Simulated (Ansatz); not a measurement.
```
W S
1.0
     1.57289   -2.72432    0.00000
     0.00000    0.00000   16.95342
   -18.87466  -10.89729    0.00000
W S
8 16
Direct
  0.50000 0.50000 0.08333
  0.50000 0.00000 0.58333
  0.00000 0.50000 0.45833
  0.00000 0.00000 0.95833
  0.50000 0.50000 0.33333
  0.50000 0.00000 0.83333
  0.00000 0.50000 0.20833
  0.00000 0.00000 0.70833
  0.00000 0.90758 0.54167
  0.00000 0.40758 0.04167
  0.50000 0.90758 0.91667
  0.50000 0.40758 0.41667
  0.00000 0.90758 0.79167
  0.00000 0.40758 0.29167
  0.50000 0.90758 0.66667
  0.50000 0.40758 0.16667
  0.00000 0.59242 0.04167
  0.00000 0.09242 0.54167
  0.50000 0.59242 0.41667
  0.50000 0.09242 0.91667
  0.00000 0.59242 0.29167
  0.00000 0.09242 0.79167
  0.50000 0.59242 0.16667
  0.50000 0.09242 0.66667
```

Space group Amm2; a structure from a database of computed crystals, not necessarily the ambient phase; not relaxed (largest force 1.9 eV/Å).

Method: DFT PBEsol, scalar-relativistic, plane waves, PAW (Ansatz 0.2.0).

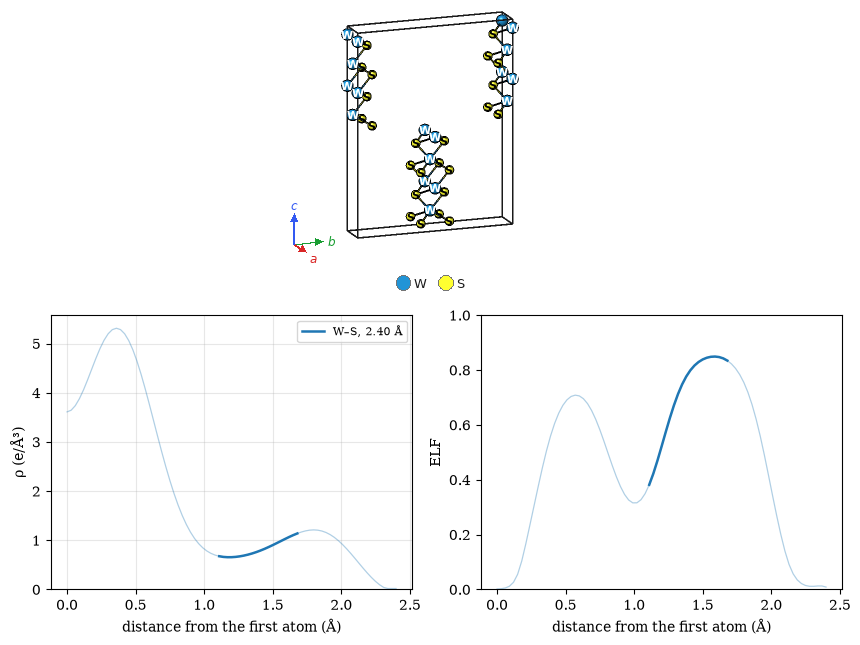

WS₂. Valence pseudo-density and ELF along straight lines between neighbouring atoms. Thin, pale parts lie inside the atomic spheres. The structure is drawn too.

Core electrons are frozen (PAW), and the valence fields are smoothed inside the atomic spheres.

### What can be read from the curves?

W–S (2.40 Å): the density is about 0.66 e/Å³ at the midpoint; the ELF peaks at about 0.85 in the valence shell of S, 0.8 Å from its nucleus, and is about 0.50 at the midpoint.
